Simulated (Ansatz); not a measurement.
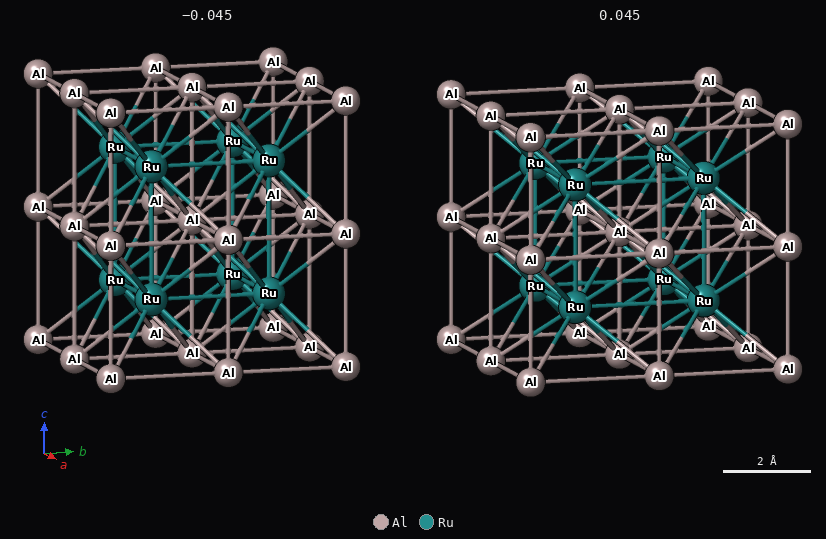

A crystal of AlRu (set up in Pm-3m), under biaxial strain in the a–b plane (c relaxed, atoms fixed by symmetry), with energies (extrapolated to zero smearing) counted from the relaxed crystal, which is the row at zero. The picture shows the first and the last member. Style: ball-and-stick. Shown: the cell of the calculation, repeated 2 × 2 × 2 with one cell outlined, slightly off an axis.

Computed with Ansatz 0.2.0: DFT r2SCAN, scalar-relativistic, plane waves, PAW. Settings: plane-wave cutoff 500 eV; k-point mesh 18 × 18 × 18; occupations gaussian; smearing width 0.1 eV; no spin polarisation; force threshold 0.008 eV/Å.

```tsv
strain	energy (meV/atom)	a (Å)	c (Å)
−0.045	66.41	2.848	3.121
−0.03	?	?	?
−0.015	7.04	2.938	3.024
0.0	0.00	2.982	2.982
0.015	6.88	3.027	2.943
0.03	25.92	3.072	2.908
0.045	56.52	3.117	2.878
```

**Fill in the missing row.**

A parabola through three neighbouring rows (−0.045, −0.015, 0.0) gives, with Lagrange weights, (0.3333)(66.41) + (1.0000)(7.04) + (−0.3333)(0.00) = 29.17 meV/atom. The calculation gives 28.80 meV/atom (a = 2.893 Å, c = 3.070 Å). The estimate is 0.37 meV/atom too high. From the first member to the last: Al–Al 2.848 → 3.117 Å, Ru–Ru 2.848 → 3.117 Å, Ru–Ru 3.121 → 2.878 Å.

The whole series:

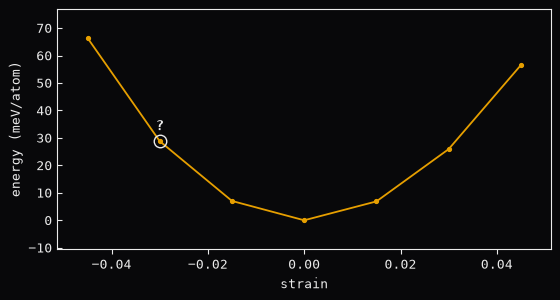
